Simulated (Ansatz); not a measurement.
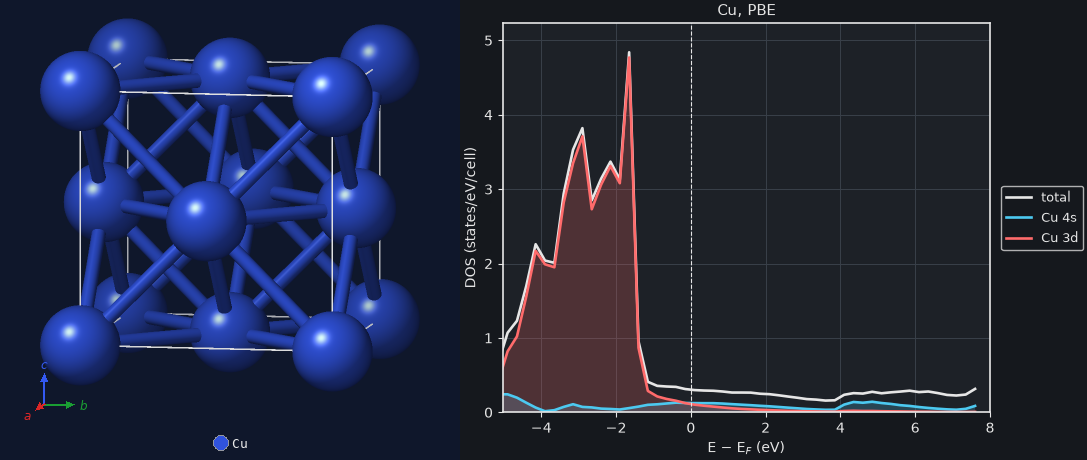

Density of states, beside the structure. Energies are counted from the Fermi level. The partial curves are projected on Löwdin-orthogonalised atomic shells; they sum to less than the total at higher energies, where shells without a projector contribute.

System: Cu, space group Fm-3m, 1 atom in the cell, a database entry, rescaled.

```xyz
1
Lattice="0.0000 1.7976 1.7976 1.7976 0.0000 1.7976 1.7976 1.7976 0.0000" Properties=species:S:1:pos:R:3 pbc="T T T"
Cu    0.0000    0.0000    0.0000
```

Method: DFT with PBE, PAW plane waves, no spin polarisation, 16×16×16 k mesh (Ansatz).

### Metal or insulator, and how many states lie at the Fermi level?

It is a metal. The density of states at the Fermi level is about 0.31 per eV and cell (mean within 0.25 eV).

### Where is the tallest peak in the window, and which states make it?

The tallest peak in the window is at −1.7 eV; by projected weight it is Cu 3d almost alone.

### What carries the states at the Fermi level?

By projected weight, the states within 0.3 eV of the Fermi level are Cu 4s (50 %) and Cu 3d (50 %); the projections cover about 80 % of the total there.

### Where is the centre of the Cu 3d band?

Over the range shown, the centre of the Cu 3d weight lies 2.7 eV below the Fermi level, and the shell is essentially full.
